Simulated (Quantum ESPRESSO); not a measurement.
CdO₂: relaxation of cell and atoms (part 1 of 3)

- system: CdO₂ (3 atoms in the cell)
- method: Kohn-Sham DFT of a periodic cell, PBEsol, GBRV 1.5 PBEsol, no spin polarisation (Quantum ESPRESSO 7.5)

The structure derives from a Materials Project entry.

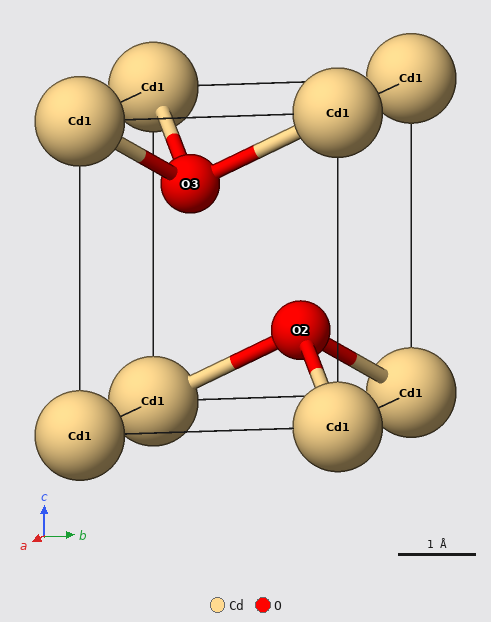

*The structure (ball-and-stick view of the cell of the calculation, seen slightly off an axis; atoms are numbered from 1 in the order of the input). An atom can appear more than once, as a periodic image.*

Near neighbours in the periodic cell (some may lie outside the picture): Cd has 6 O at 2.25 Å; O has 3 Cd at 2.25 Å.

The input
```
&CONTROL
  calculation = 'vc-relax'
  prefix = 'pwscf'
  outdir = './tmp'
  pseudo_dir = './pseudo'
  tprnfor = .true.
  tstress = .true.
  disk_io = 'low'
  nstep = 40
  forc_conv_thr = 0.0004
  etot_conv_thr = 1d-05
/
&SYSTEM
  ibrav = 0
  A = 3.47622958
  nat = 3
  ntyp = 2
  ecutwfc = 52
  ecutrho = 414
  nbnd = 19
  occupations = 'smearing'
  smearing = 'fd'
  degauss = 0.00367493
/
&ELECTRONS
  conv_thr = 6d-10
  electron_maxstep = 120
  mixing_beta = 0.5
/
&IONS
  ion_dynamics = 'bfgs'
/
&CELL
  cell_dynamics = 'bfgs'
  press = 300
  press_conv_thr = 0.3
/
ATOMIC_SPECIES
Cd   112.4140 cd_pbesol_v1.uspp.F.UPF
O     15.9990 o_pbesol_v1.2.uspp.F.UPF
CELL_PARAMETERS alat
   0.9999999989    0.0000000000    0.0000000000
  -0.4999999995    0.8660254028    0.0000000000
   0.0000000000    0.0000000000    1.1932687139
ATOMIC_POSITIONS alat
Cd     0.0000000000    0.0000000000    0.0000000000
O     -0.0000000001    0.5773502686    0.2914188920
O      0.4999999995    0.2886751342    0.9018498218
K_POINTS automatic
9 9 7 0 0 0
```

Launch command:
```bash
OMP_NUM_THREADS=1 mpirun -n 2 pw.x -nk 2 -in pw.in > pw.out
```

Output
```
This program is part of the open-source Quantum ESPRESSO suite
     for quantum simulation of materials; please cite
         "P. Giannozzi et al., J. Phys.:Condens. Matter 21 395502 (2009);
         "P. Giannozzi et al., J. Phys.:Condens. Matter 29 465901 (2017);
         "P. Giannozzi et al., J. Chem. Phys. 152 154105 (2020);
          URL
     in publications or presentations arising from this work. More details at

     Message from routine setup:
     using ibrav=0 with symmetry is DISCOURAGED, use correct ibrav instead

     K-points division:     npool     =       2
     Subspace diagonalization in iterative solution of the eigenvalue problem:
     a serial algorithm will be used

     G-vector sticks info
     --------------------
     sticks:   dense  smooth     PW     G-vecs:    dense   smooth      PW
     Sum        1237     613    187                41619    14819    2473

     Using Slab Decomposition

     bravais-lattice index     =            0
     lattice parameter (alat)  =       6.5691  a.u.
     unit-cell volume          =     292.9482 (a.u.)^3
     number of atoms/cell      =            3
     number of atomic types    =            2
     number of electrons       =        24.00
     number of Kohn-Sham states=           19
     kinetic-energy cutoff     =      52.0000  Ry
     charge density cutoff     =     414.0000  Ry
     scf convergence threshold =      6.0E-10
     mixing beta               =       0.5000
     number of iterations used =            8  plain     mixing
     energy convergence thresh.=      1.0E-05
     force convergence thresh. =      4.0E-04
     press convergence thresh. =      3.0E-01
     Exchange-correlation= SLA  PW   PSX  PSC
                           (   1   4  10   8   0   0   0)
     nstep                     =           40

     celldm(1)=   6.569122  celldm(2)=   0.000000  celldm(3)=   0.000000
     celldm(4)=   0.000000  celldm(5)=   0.000000  celldm(6)=   0.000000

     crystal axes: (cart. coord. in units of alat)
               a(1) = (   1.000000   0.000000   0.000000 )
               a(2) = (  -0.500000   0.866025   0.000000 )
               a(3) = (   0.000000   0.000000   1.193269 )

     reciprocal axes: (cart. coord. in units 2 pi/alat)
               b(1) = (  1.000000  0.577350 -0.000000 )
               b(2) = (  0.000000  1.154701  0.000000 )
               b(3) = (  0.000000 -0.000000  0.838034 )

     PseudoPot. # 1 for Cd read from file:
     cd_pbesol_v1.uspp.F.UPF
     Pseudo is Ultrasoft + core correction, Zval = 12.0
     Generated by new atomic code, or converted to UPF format
     Using radial grid of  889 points,  6 beta functions with:
                l(1) =   0
                l(2) =   0
                l(3) =   1
                l(4) =   1
                l(5) =   2
                l(6) =   2
     Q(r) pseudized with  6 coefficients,  rinner =    1.000   1.000   1.000
                                                       1.000   1.000

     PseudoPot. # 2 for O  read from file:
     o_pbesol_v1.2.uspp.F.UPF
     Pseudo is Ultrasoft + core correction, Zval =  6.0
     Generated by new atomic code, or converted to UPF format
     Using radial grid of  737 points,  5 beta functions with:
                l(1) =   0
                l(2) =   0
                l(3) =   1
                l(4) =   1
                l(5) =   2
     Q(r) pseudized with  8 coefficients,  rinner =    0.900   0.900   0.900
                                                       0.900   0.900

     atomic species   valence    mass     pseudopotential
     Cd               12.00   112.41400     Cd( 1.00)
     O                 6.00    15.99900     O ( 1.00)

     12 Sym. Ops., with inversion, found

   Cartesian axes

     site n.     atom                  positions (alat units)
         1        Cd     tau(   1) = (   0.0000000   0.0000000   0.0000000  )
         2        O      tau(   2) = (  -0.0000000   0.5773503   0.2914189  )
         3        O      tau(   3) = (   0.5000000   0.2886751   0.9018498  )

     number of k points=    69  Fermi-Dirac smearing, width (Ry)=  0.0037
                       cart. coord. in units 2pi/alat
        k(    1) = (   0.0000000   0.0000000   0.0000000), wk =   0.0035273
        k(    2) = (   0.0000000   0.0000000   0.1197192), wk =   0.0070547
        k(    3) = (   0.0000000   0.0000000   0.2394383), wk =   0.0070547
        k(    4) = (   0.0000000   0.0000000   0.3591575), wk =   0.0070547
        k(    5) = (   0.0000000   0.1283001   0.0000000), wk =   0.0211640
        k(    6) = (   0.0000000   0.1283001   0.1197192), wk =   0.0211640
        k(    7) = (   0.0000000   0.1283001   0.2394383), wk =   0.0211640
        k(    8) = (   0.0000000   0.1283001   0.3591575), wk =   0.0211640
        k(    9) = (   0.0000000   0.2566001   0.0000000), wk =   0.0211640
        k(   10) = (   0.0000000   0.2566001   0.1197192), wk =   0.0211640
        k(   11) = (   0.0000000   0.2566001   0.2394383), wk =   0.0211640
        k(   12) = (   0.0000000   0.2566001   0.3591575), wk =   0.0211640
        k(   13) = (   0.0000000   0.3849002   0.0000000), wk =   0.0211640
        k(   14) = (   0.0000000   0.3849002   0.1197192), wk =   0.0211640
        k(   15) = (   0.0000000   0.3849002   0.2394383), wk =   0.0211640
        k(   16) = (   0.0000000   0.3849002   0.3591575), wk =   0.0211640
        k(   17) = (   0.0000000   0.5132002   0.0000000), wk =   0.0211640
        k(   18) = (   0.0000000   0.5132002   0.1197192), wk =   0.0211640
        k(   19) = (   0.0000000   0.5132002   0.2394383), wk =   0.0211640
        k(   20) = (   0.0000000   0.5132002   0.3591575), wk =   0.0211640
        k(   21) = (   0.1111111   0.1924501   0.0000000), wk =   0.0211640
        k(   22) = (   0.1111111   0.1924501   0.1197192), wk =   0.0423280
        k(   23) = (   0.1111111   0.1924501   0.2394383), wk =   0.0423280
        k(   24) = (   0.1111111   0.1924501   0.3591575), wk =   0.0423280
        k(   25) = (   0.1111111   0.3207501   0.0000000), wk =   0.0423280
        k(   26) = (   0.1111111   0.3207501   0.1197192), wk =   0.0423280
        k(   27) = (   0.1111111   0.3207501   0.2394383), wk =   0.0423280
        k(   28) = (   0.1111111   0.3207501   0.3591575), wk =   0.0423280
        k(   29) = (   0.1111111   0.4490502   0.0000000), wk =   0.0423280
        k(   30) = (   0.1111111   0.4490502   0.1197192), wk =   0.0423280
        k(   31) = (   0.1111111   0.4490502   0.2394383), wk =   0.0423280
        k(   32) = (   0.1111111   0.4490502   0.3591575), wk =   0.0423280
        k(   33) = (   0.1111111   0.5773503   0.0000000), wk =   0.0211640
        k(   34) = (   0.1111111   0.5773503   0.1197192), wk =   0.0423280
        k(   35) = (   0.1111111   0.5773503   0.2394383), wk =   0.0423280
        k(   36) = (   0.1111111   0.5773503   0.3591575), wk =   0.0423280
        k(   37) = (   0.2222222   0.3849002   0.0000000), wk =   0.0211640
        k(   38) = (   0.2222222   0.3849002   0.1197192), wk =   0.0423280
        k(   39) = (   0.2222222   0.3849002   0.2394383), wk =   0.0423280
        k(   40) = (   0.2222222   0.3849002   0.3591575), wk =   0.0423280
        k(   41) = (   0.2222222   0.5132002   0.0000000), wk =   0.0423280
        k(   42) = (   0.2222222   0.5132002   0.1197192), wk =   0.0423280
        k(   43) = (   0.2222222   0.5132002   0.2394383), wk =   0.0423280
        k(   44) = (   0.2222222   0.5132002   0.3591575), wk =   0.0423280
        k(   45) = (   0.3333333   0.5773503   0.0000000), wk =   0.0070547
        k(   46) = (   0.3333333   0.5773503   0.1197192), wk =   0.0141093
        k(   47) = (   0.3333333   0.5773503   0.2394383), wk =   0.0141093
        k(   48) = (   0.3333333   0.5773503   0.3591575), wk =   0.0141093
        k(   49) = (   0.0000000   0.1283001  -0.1197192), wk =   0.0211640
        k(   50) = (   0.0000000   0.1283001  -0.2394383), wk =   0.0211640
        k(   51) = (   0.0000000   0.1283001  -0.3591575), wk =   0.0211640
        k(   52) = (   0.0000000   0.2566001  -0.1197192), wk =   0.0211640
        k(   53) = (   0.0000000   0.2566001  -0.2394383), wk =   0.0211640
        k(   54) = (   0.0000000   0.2566001  -0.3591575), wk =   0.0211640
        k(   55) = (   0.0000000   0.3849002  -0.1197192), wk =   0.0211640
        k(   56) = (   0.0000000   0.3849002  -0.2394383), wk =   0.0211640
        k(   57) = (   0.0000000   0.3849002  -0.3591575), wk =   0.0211640
        k(   58) = (   0.0000000   0.5132002  -0.1197192), wk =   0.0211640
        k(   59) = (   0.0000000   0.5132002  -0.2394383), wk =   0.0211640
        k(   60) = (   0.0000000   0.5132002  -0.3591575), wk =   0.0211640
        k(   61) = (  -0.1111111   0.3207501  -0.1197192), wk =   0.0423280
        k(   62) = (  -0.1111111   0.3207501  -0.2394383), wk =   0.0423280
        k(   63) = (  -0.1111111   0.3207501  -0.3591575), wk =   0.0423280
        k(   64) = (  -0.1111111   0.4490502  -0.1197192), wk =   0.0423280
        k(   65) = (  -0.1111111   0.4490502  -0.2394383), wk =   0.0423280
        k(   66) = (  -0.1111111   0.4490502  -0.3591575), wk =   0.0423280
        k(   67) = (  -0.2222222   0.5132002  -0.1197192), wk =   0.0423280
        k(   68) = (  -0.2222222   0.5132002  -0.2394383), wk =   0.0423280
        k(   69) = (  -0.2222222   0.5132002  -0.3591575), wk =   0.0423280

     Dense  grid:    41619 G-vectors     FFT dimensions: (  45,  45,  54)

     Smooth grid:    14819 G-vectors     FFT dimensions: (  32,  32,  36)

     Initial potential from superposition of free atoms

     starting charge      23.5000, renormalised to      24.0000

     negative rho (up, down):  2.104E-02 0.000E+00
     Starting wfcs are   17 randomized atomic wfcs +    2 random wfcs

     Self-consistent Calculation

     iteration #  1     ecut=    52.00 Ry     beta= 0.50
     Davidson diagonalization with overlap
     ethr =  1.00E-02,  avg # of iterations =  5.3

     negative rho (up, down):  2.025E-02 0.000E+00

     total energy              =    -178.50211054 Ry
     estimated scf accuracy    <       0.26864876 Ry

     iteration #  2     ecut=    52.00 Ry     beta= 0.50
     Davidson diagonalization with overlap
     ethr =  1.12E-03,  avg # of iterations =  2.1

     negative rho (up, down):  2.081E-02 0.000E+00

     total energy              =    -178.59588606 Ry
     estimated scf accuracy    <       0.22235478 Ry

     iteration #  3     ecut=    52.00 Ry     beta= 0.50
     Davidson diagonalization with overlap
     ethr =  9.26E-04,  avg # of iterations =  1.2

     negative rho (up, down):  2.102E-02 0.000E+00

     total energy              =    -178.62539912 Ry
     estimated scf accuracy    <       0.00493893 Ry

     iteration #  4     ecut=    52.00 Ry     beta= 0.50
     Davidson diagonalization with overlap
     ethr =  2.06E-05,  avg # of iterations =  2.9

     negative rho (up, down):  2.107E-02 0.000E+00

     total energy              =    -178.62651398 Ry
     estimated scf accuracy    <       0.00054832 Ry

     iteration #  5     ecut=    52.00 Ry     beta= 0.50
     Davidson diagonalization with overlap
     ethr =  2.28E-06,  avg # of iterations =  4.9

     negative rho (up, down):  2.108E-02 0.000E+00

     total energy              =    -178.62655560 Ry
     estimated scf accuracy    <       0.00008662 Ry

     iteration #  6     ecut=    52.00 Ry     beta= 0.50
     Davidson diagonalization with overlap
     ethr =  3.61E-07,  avg # of iterations =  2.2

     negative rho (up, down):  2.110E-02 0.000E+00

     total energy              =    -178.62656907 Ry
     estimated scf accuracy    <       0.00000307 Ry

     iteration #  7     ecut=    52.00 Ry     beta= 0.50
     Davidson diagonalization with overlap
     ethr =  1.28E-08,  avg # of iterations =  3.7

     negative rho (up, down):  2.111E-02 0.000E+00

     total energy              =    -178.62657069 Ry
     estimated scf accuracy    <       0.00000037 Ry

     iteration #  8     ecut=    52.00 Ry     beta= 0.50
     Davidson diagonalization with overlap
     ethr =  1.55E-09,  avg # of iterations =  2.2

     negative rho (up, down):  2.111E-02 0.000E+00

     total energy              =    -178.62657068 Ry
     estimated scf accuracy    <       0.00000010 Ry

     iteration #  9     ecut=    52.00 Ry     beta= 0.50
     Davidson diagonalization with overlap
     ethr =  4.08E-10,  avg # of iterations =  2.4

     negative rho (up, down):  2.111E-02 0.000E+00

     total energy              =    -178.62657071 Ry
     estimated scf accuracy    <          3.4E-09 Ry

     iteration # 10     ecut=    52.00 Ry     beta= 0.50
     Davidson diagonalization with overlap
     ethr =  1.42E-11,  avg # of iterations =  4.5

     negative rho (up, down):  2.111E-02 0.000E+00

     End of self-consistent calculation

          k = 0.0000 0.0000 0.0000 (  1847 PWs)   bands (ev):

   -12.3191 -10.8795  -2.4899  -2.4899  -2.1273  -1.5134  -1.5134   2.5683
     3.7854   3.7854   4.7072   4.7072   4.7821   7.9623  13.1027  18.2484
    18.2484  19.2840  23.0027

          k = 0.0000 0.0000 0.1197 (  1854 PWs)   bands (ev):

   -12.2673 -10.9439  -2.4867  -2.4867  -2.0753  -1.5174  -1.5174   2.5882
     3.7353   3.7353   4.4761   4.7671   4.7671   8.3381  12.9328  18.2674
    18.2674  19.3757  23.0839

          k = 0.0000 0.0000 0.2394 (  1824 PWs)   bands (ev):

   -12.1282 -11.1110  -2.4797  -2.4797  -1.9527  -1.5257  -1.5257   2.6696
     3.6392   3.6392   3.8667   4.8854   4.8854   9.1626  12.4013  18.3242
    18.3242  19.8951  22.8384

          k = 0.0000 0.0000 0.3592 (  1860 PWs)   bands (ev):

   -11.9714 -11.2900  -2.4745  -2.4745  -1.8498  -1.5328  -1.5328   2.8555
     3.3187   3.5726   3.5726   4.9693   4.9693  10.0132  11.6819  18.3872
    18.3872  20.7959  22.2486

          k = 0.0000 0.1283 0.0000 (  1857 PWs)   bands (ev):

   -12.2510 -10.9243  -2.4288  -2.3752  -2.0698  -1.5433  -1.5256   2.4923
     3.3787   3.6224   4.4732   4.7702   4.8693   8.4837  13.4823  17.3267
    18.4291  19.2158  22.1864

          k = 0.0000 0.1283 0.1197 (  1869 PWs)   bands (ev):

   -12.2023 -10.9818  -2.4333  -2.3847  -2.0149  -1.5501  -1.5273   2.4617
     3.3404   3.7152   4.5639   4.6589   4.6745   8.7842  13.2760  17.3540
    18.5056  19.2245  22.3190

          k = 0.0000 0.1283 0.2394 (  1857 PWs)   bands (ev):

   -12.0697 -11.1351  -2.4303  -2.3947  -1.9047  -1.5598  -1.5357   2.4448
     3.3534   3.6951   4.0724   4.7103   4.7776   9.4783  12.6742  17.5068
    18.5700  19.5678  22.1953

          k = 0.0000 0.1283 0.3592 (  1871 PWs)   bands (ev):

   -11.9181 -11.3038  -2.4224  -2.3996  -1.8190  -1.5650  -1.5446   2.4755
     3.3261   3.5875   3.7886   4.7807   4.8404  10.2302  11.9278  17.6973
    18.5687  20.0633  22.2373

          k = 0.0000 0.2566 0.0000 (  1859 PWs)   bands (ev):

   -12.0673 -11.0411  -2.2801  -2.1183  -1.8994  -1.6030  -1.5342   2.1150
     2.9034   3.2241   3.9872   4.8450   4.9056   9.6329  14.4410  15.8643
    18.8488  18.9997  20.4210

          k = 0.0000 0.2566 0.1197 (  1874 PWs)   bands (ev):

   -12.0308 -11.0768  -2.2938  -2.1791  -1.8346  -1.6162  -1.5327   1.9699
     3.1579   3.3698   4.0732   4.5946   4.7496   9.7996  14.1151  15.9762
    18.7226  18.9505  21.1503

          k = 0.0000 0.2566 0.2394 (  1868 PWs)   bands (ev):

   -11.9206 -11.1911  -2.3006  -2.2176  -1.7818  -1.6112  -1.5392   1.8835
     3.4885   3.4896   3.7352   4.5403   4.6365  10.2385  13.3070  16.2763
    18.7813  18.9816  21.7225

          k = 0.0000 0.2566 0.3592 (  1873 PWs)   bands (ev):

   -11.7847 -11.3330  -2.2959  -2.2209  -1.7691  -1.5863  -1.5489   1.8931
     3.2788   3.4596   3.8536   4.4847   4.6849  10.7844  12.4830  16.5825
    18.9040  18.9576  22.2921

          k = 0.0000 0.3849 0.0000 (  1861 PWs)   bands (ev):

   -11.8242 -11.1939  -2.1452  -2.0242  -1.6706  -1.4965  -1.4743   1.6016
     2.7046   2.7647   3.4702   4.7316   5.0406  10.8593  14.5390  15.7960
    18.6883  19.0474  19.2186

          k = 0.0000 0.3849 0.1197 (  1861 PWs)   bands (ev):

   -11.8106 -11.1983  -2.1654  -2.0860  -1.6297  -1.5325  -1.4702   1.5061
     2.8950   2.9955   3.5109   4.5347   4.9010  10.8969  14.5273  15.4586
    18.0537  19.2953  20.5388

          k = 0.0000 0.3849 0.2394 (  1859 PWs)   bands (ev):

   -11.7409 -11.2568  -2.1866  -2.1431  -1.5843  -1.5481  -1.4720   1.4607
     2.8675   3.0746   3.7601   4.4613   4.7209  11.1096  13.7952  15.4865
    18.0999  19.2766  21.5139

          k = 0.0000 0.3849 0.3592 (  1854 PWs)   bands (ev):

   -11.6386 -11.3545  -2.1935  -2.1570  -1.5923  -1.5023  -1.4778   1.5048
     2.4646   3.1568   4.2171   4.3201   4.6476  11.4565  12.9588  15.8104
    18.1570  19.1718  22.0536

          k = 0.0000 0.5132 0.0000 (  1851 PWs)   bands (ev):

   -11.5953 -11.3552  -2.0943  -2.0832  -1.5875  -1.3691  -1.2321   1.3530
     2.4470   2.4946   3.2282   4.6153   5.1235  11.7636  13.7828  16.9598
    17.9753  18.4668  19.3657

          k = 0.0000 0.5132 0.1197 (  1852 PWs)   bands (ev):

   -11.6052 -11.3349  -2.1226  -2.1117  -1.5604  -1.3679  -1.2525   1.3085
     2.4559   2.5430   3.3793   4.5896   5.0237  11.7414  13.8678  16.0782
    17.6316  19.3794  20.2532

          k = 0.0000 0.5132 0.2394 (  1852 PWs)   bands (ev):

   -11.5848 -11.3371  -2.1884  -2.1412  -1.4885  -1.3691  -1.2598   1.2744
     2.1050   2.7324   3.7553   4.6265   4.8320  11.8151  13.6311  15.3923
    17.8004  19.3376  21.4087

          k = 0.0000 0.5132 0.3592 (  1845 PWs)   bands (ev):

   -11.5428 -11.3668  -2.2308  -2.1605  -1.4301  -1.3711  -1.2393   1.3276
     1.7108   2.8820   4.1303   4.5761   4.6832  11.9841  13.0733  15.5190
    17.7862  19.2726  21.7985

          k = 0.1111 0.1925 0.0000 (  1855 PWs)   bands (ev):

   -12.1253 -11.0045  -2.3247  -2.1749  -1.9682  -1.5821  -1.5430   2.2477
     3.0079   3.2717   4.3756   4.6324   4.9078   9.3045  14.1617  16.2761
    18.5713  19.0699  21.0995

          k = 0.1111 0.1925 0.1197 (  1861 PWs)   bands (ev):

   -12.0805 -11.0535  -2.3230  -2.2047  -1.9183  -1.5887  -1.5445   2.2054
     3.0415   3.3406   4.2340   4.6336   4.8907   9.5074  13.8789  16.3805
    18.4296  19.1347  21.3897
```
